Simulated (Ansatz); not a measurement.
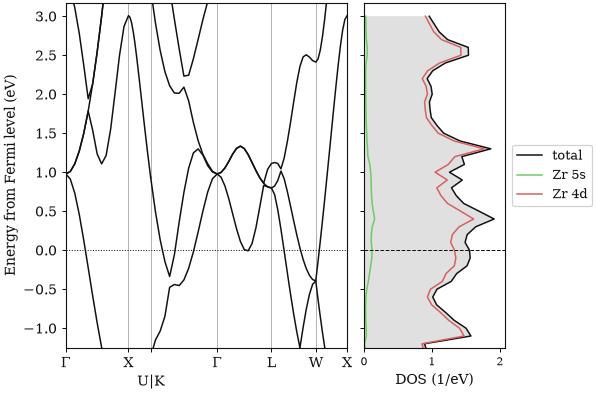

Band structure and density of states. Energies are counted from the Fermi level. The partial curves are projected on Löwdin-orthogonalised atomic shells.

What lattice type does the k path imply?

A face-centred cubic lattice: the path Γ–X–U|K–Γ–L–W–X runs through the special points of its Brillouin zone.

The Ansatz input:

```
crystal:
  lattice:
    - [0.0, 2.2635496251, 2.2635496251]
    - [2.2635496251, 0.0, 2.2635496251]
    - [2.2635496251, 2.2635496251, 0.0]
  atoms:
    - { symbol: Zr, position: [0.0, 0.0, 0.0] }
basis:
  ecutwfc: 420
kpoints:
  mp_grid: { grid: [16, 16, 16] }
  band_path:
    path:
      - [[0.0, 0.0, 0.0], [0.5, 0.0, 0.5], [0.625, 0.25, 0.625]]
      - [[0.375, 0.375, 0.75], [0.0, 0.0, 0.0], [0.5, 0.5, 0.5], [0.5, 0.25, 0.75], [0.5, 0.0, 0.5]]
    npoints: 14
hamiltonian:
  xc: pbe
scf:
  occupations: { method: gaussian, width: 0.1 }
  n_extra_bands: 6
output:
  forces: true
  stress: true
  eigenvalues: true
  populations: true
  dos: { projected: true, de: 0.02, nscf_kmesh: { grid: [24, 24, 24] } }
  bader: true
  write_density: true
  write_potential: true
  elf: true
  volumetric_format: npy
```

Command:
```bash
ansatz run input.yaml --threads 1 --pin off --max-ram 2560MiB --backend cpu --events-out ev --progress --plain --runs-dir out
```

Is there a gap at the Fermi level?

A metal: 2 bands cross the Fermi level along this path.

What carries the states at the Fermi level?

By projected weight, the states within 0.3 eV of the Fermi level are Zr 4d almost alone.

What is the density of states at the Fermi level?

The density of states at the Fermi level is about 1.5 per eV and cell (mean within 0.25 eV).

The run has no spin polarisation, and a density of states this high at the Fermi level may favour a magnetic state.
